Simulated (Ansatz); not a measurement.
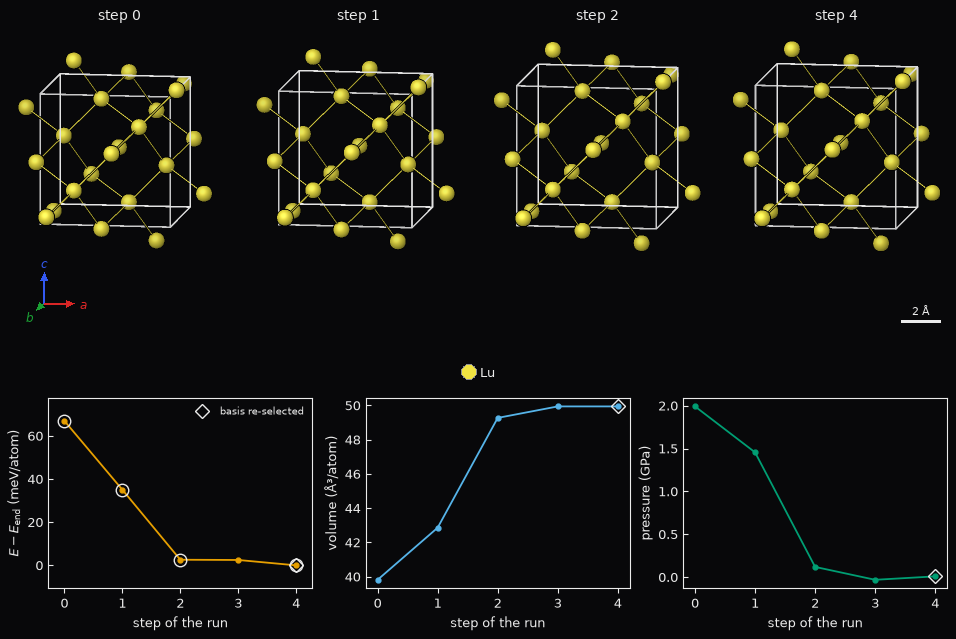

Frames of a relaxation of crystalline Lu (a generated structure, set up in Fd-3m), marked on the history of the run. The picture is a ball-and-stick view of the conventional cell (4 times the calculation's cell), seen from a free direction. Lengths and directions refer to the drawn axes.

Phase: diamond.

All numbers below come from Ansatz 0.2.0, DFT, r2SCAN, plane waves (500 eV) with PAW, scalar-relativistic. Settings: plane-wave cutoff 500 eV; k-point mesh 8 × 8 × 8; occupations fermi dirac; smearing width 0.1 eV; no spin polarisation; cell and atoms relaxed; force threshold 0.01 eV/Å; at most 60 steps.

### What happens along the run?

The atoms keep their places relative to the cell (all moves are under 0.005 Å). The volume changes by +25.4 %, with a = b = c 6.830 → 7.365 Å (+7.8 %). Some distances before and after: Lu–Lu 2.957 → 3.189 Å. The space group stays Fd-3m (No. 227). After 3 accepted moves (4 points after the start) the energy has fallen by 67.0 meV per atom. All forces vanish by symmetry, so only the cell relaxes. The pressure goes from 1.99 to 0.01 GPa. At 1 point the geometry stayed and the basis and grid were re-selected for the new cell (energy shift of 2.5 meV per atom at most each time). From step 0 to 1: volume +7.6 %, energy −31.9 meV per atom. From step 1 to 2: volume +15.0 %, energy −32.5 meV per atom. From step 2 to 4: volume +1.4 %, energy −2.6 meV per atom.
